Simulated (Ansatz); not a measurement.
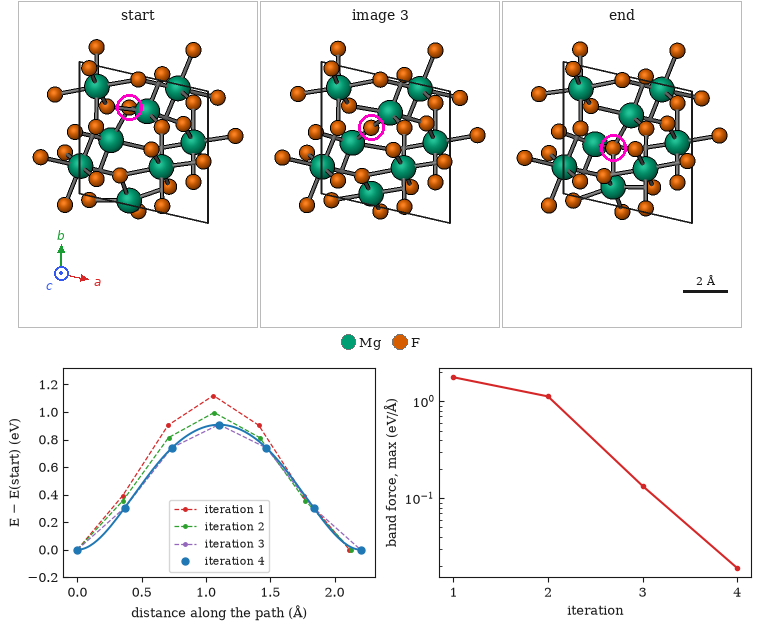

NEB run on a defect cell of composition Mg8F15 (cell charge +1) with an F vacancy (23 atoms in the cell). Images are numbered from 0 (start) to 6 (end). The plot follows the band through its iterations. Style: ball-and-stick. Shown: the reduced simulation cell (origin moved), along the c axis. The moving atom is ringed, with any periodic copies. Lengths and directions refer to the drawn axes. Bonds to atoms that aren't drawn are left out.

Method: Ansatz 0.2.0, DFT PBE, scalar-relativistic, plane waves, PAW. Run with plane-wave cutoff 420 eV; k-point mesh 4 × 4 × 4; Gaussian smearing 0.05 eV; 5 movable images; no climbing image; force threshold 0.05 eV/Å; iteration limit 60.

**Judge this run.**

The run is converged, with reservations. The band converged in 4 iterations. The largest component of the band force went from 1.8 to 0.019 eV/Å. No image climbed, so the highest image needn't lie on the saddle point, and the true maximum along this path can be higher. The first iteration put the highest image at 1.12 eV. The barrier is about 0.91 eV in both directions, with image 3 at the top; the ends have the same energy.

Limits of the set-up: the periodic images lie only 6.6 Å apart, so the values are limited by the cell's size; the cell is charged, on a uniform background, and energies carry no finite-size correction.

The run took 11 min on 4 threads of Arm Neoverse V2, on a shared host, peak memory 3.6 GiB.
